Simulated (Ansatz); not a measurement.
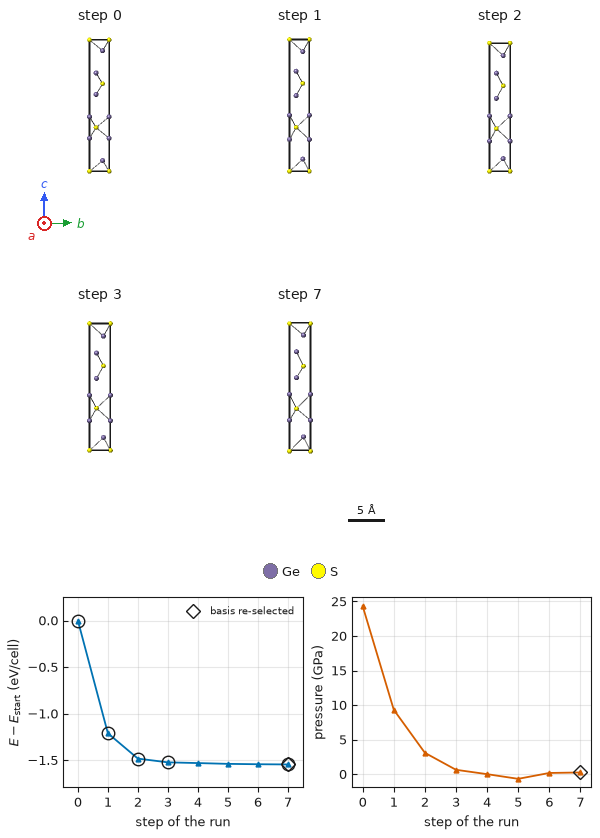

Frames of a relaxation of crystalline Ge2S (built on the 3R molybdenite_160 type) (coarse preliminary run), marked on the history of the run. The picture is a ball-and-stick view of the conventional cell (3 times the calculation's cell), seen along the a axis. Lengths and directions refer to the drawn axes.

Case: 3R molybdenite type (R3m, No. 160).

Method: DFT PBE, scalar-relativistic, plane waves, PAW (Ansatz 0.2.0). Settings: plane-wave cutoff 420 eV; k-point mesh 6 × 6 × 6; occupations gaussian; smearing width 0.1 eV; no spin polarisation; cell and atoms relaxed; force threshold 0.04 eV/Å; at most 70 steps.

Question: Describe the path.

Answer: The energy falls by 1.545 eV per cell of the calculation in 6 accepted moves (7 points after the start). The largest force component goes from 4.1 to 0.014 eV/Å. Pressure: 24.32 GPa at the start and 0.25 GPa at the end. At 1 point the geometry stayed and the basis and grid were re-selected for the new cell (energy shift of 2.2 meV per cell of the calculation at most each time). The atom that moves furthest relative to the cell is a Ge atom (0.43 Å along +c). Largest moves by element: Ge 0.43 Å, S 0.14 Å. The drawn cell changes as follows: a = b 3.158 → 3.376 Å (+6.9 %), c 18.339 → 17.818 Å (−2.8 %); the volume changes by +11.0 %. Some distances before and after: Ge–S 2.361 → 2.808 Å, Ge–S 2.360 → 2.527 Å. Bond angles that change, for instance: Ge–S–Ge 84.0° → 73.9°, S–Ge–S 84.0° → 73.9°, Ge–S–Ge 78.9° → 85.6°. The space group stays R3m (No. 160). The run took 60 s on 1 thread of Arm Neoverse N1 (shared host), peak memory 0.35 GiB. From step 0 to 1: Ge atoms move most (0.19 Å), volume +2.9 %, energy −1.211 eV per cell of the calculation. From step 1 to 2: a Ge atom moves most (0.10 Å), volume +4.1 %, energy −0.272 eV per cell of the calculation. From step 2 to 3: a Ge atom moves most (0.04 Å), volume +2.6 %, energy −40.4 meV per cell of the calculation. From step 3 to 7: the S atom moves most (0.12 Å), volume +1.0 %, energy −22.4 meV per cell of the calculation.
